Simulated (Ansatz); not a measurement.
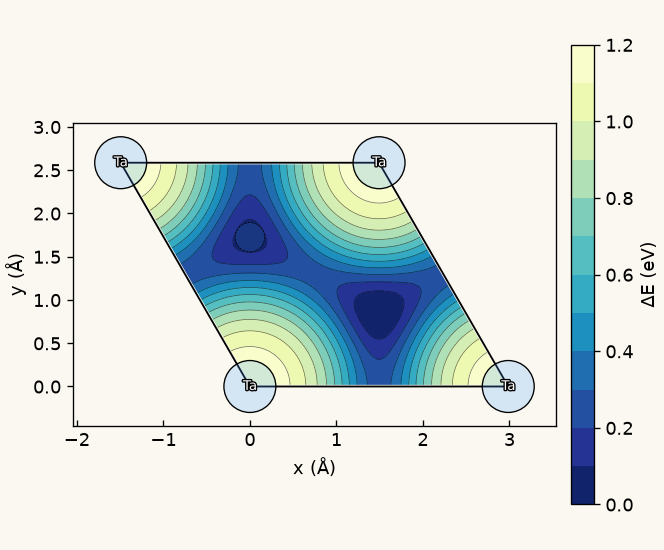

Energy landscape of Si on a Ta(111) slab cut from the Fm-3m phase, its upper half relaxed before the scan (12 atoms of substrate and one adsorbate in a 2 × 2 cell). 
- Si is moved over the surface cell; relaxed at each place: the height of the adsorbate's atoms; substrate rigid; the origin of the map has the adsorbate above Ta9.
- Places are given modulo a cell vector. The map is drawn in real space over the plane of the surface.
- Grid: 6 × 6 points; 10 points were computed and 26 follow by symmetry.
- Places are given in fractions of the 1 × 1 surface cell.
- Energies: eV, counted from the lowest grid point.
- Computed with Ansatz 0.2.0, DFT PBE, scalar-relativistic, plane waves, PAW. Settings: cutoff 420 eV, k-mesh 6×6×1, gaussian smearing 0.1 eV, no spin polarisation.

In the figure: filled contours, labelled circles for the atoms of the top layer and small ones for the second layer, the outline of one cell of the plane. Between grid points the surface is interpolated. 

**Describe this landscape.**

The lowest grid point is at a threefold hollow over a third-layer Ta atom, (4/6, 2/6) of the cell vectors. There is a further well near a threefold hollow over a second-layer Ta atom, (2/6, 4/6) of the cell vectors (0.06 eV above the lowest at that grid point). The highest grid point, the top site over a surface Ta atom, (0/6, 0/6) of the cell vectors, lies 1.20 eV above the lowest. On the interpolated surface the easiest way out of the lowest well to the well at a threefold hollow over a second-layer Ta atom, (2/6, 4/6) of the cell vectors passes a barrier of about 0.26 eV. At the lowest point the adsorbate has 3 Ta at 2.56 Å as nearest neighbours, at the highest 1 Ta at 2.40 Å. Its relaxed height above the top atom is 1.89 Å at the lowest and 2.40 Å at the highest point.

The input of one point:

```yaml
crystal:
  lattice:
    - [5.9723607044, 0.0, 0.0]
    - [-2.9861803522, 5.1722160905, 0.0]
    - [0.0, 0.0, 20.3075821036]
  atoms:
    - { symbol: Ta, position: [0.3333333333, 0.1666666667, 0.1969707659] }
    - { symbol: Ta, position: [0.3333333333, 0.6666666667, 0.1969707659] }
    - { symbol: Ta, position: [0.8333333333, 0.1666666667, 0.1969707659] }
    - { symbol: Ta, position: [0.8333333333, 0.6666666667, 0.1969707659] }
    - { symbol: Ta, position: [0.1666666667, 0.3333333333, 0.3153261445] }
    - { symbol: Ta, position: [0.1666666667, 0.8333333333, 0.3153261445] }
    - { symbol: Ta, position: [0.6666666667, 0.3333333333, 0.3153261445] }
    - { symbol: Ta, position: [0.6666666667, 0.8333333333, 0.3153261445] }
    - { symbol: Ta, position: [0.0, 0.0, 0.4337090481] }
    - { symbol: Ta, position: [0.0, 0.5, 0.4337090481] }
    - { symbol: Ta, position: [0.5, 0.0, 0.4337090481] }
    - { symbol: Ta, position: [0.5, 0.5, 0.4337090481] }
    - { symbol: Si, position: [0.3333333333, 0.1666666667, 0.5193640858] }
basis:
  ecutwfc: 420
kpoints:
  mp_grid: { grid: [6, 6, 1] }
hamiltonian:
  xc: pbe
  pseudopotentials: { kind: paw, azcp: { folder: soft_1 } }
scf:
  occupations: { method: gaussian, width: 0.1 }
output:
  forces: true
  eigenvalues: true
relax:
  adjacent_minimum: "off"
  f_tol: 0.025
  max_steps: 16
  constraints:
    - { sites: [0, 1, 2, 3, 4, 5, 6, 7, 8, 9, 10, 11] }
    - { sites: [12], fix: xy }
efield:
  axis: 3
  dipole_correction: true
  ramp_width: 0.04
```

Each point was launched as `ansatz run input.yaml --threads 4 --pin off --max-ram 12288MiB --backend cpu --events-out ev --progress --plain --runs-dir out`. Time for the 10 points that were run: 3.4 min on 4 threads of AMD EPYC 9R45 96-Core Processor (Zen 5), with other jobs on the host.
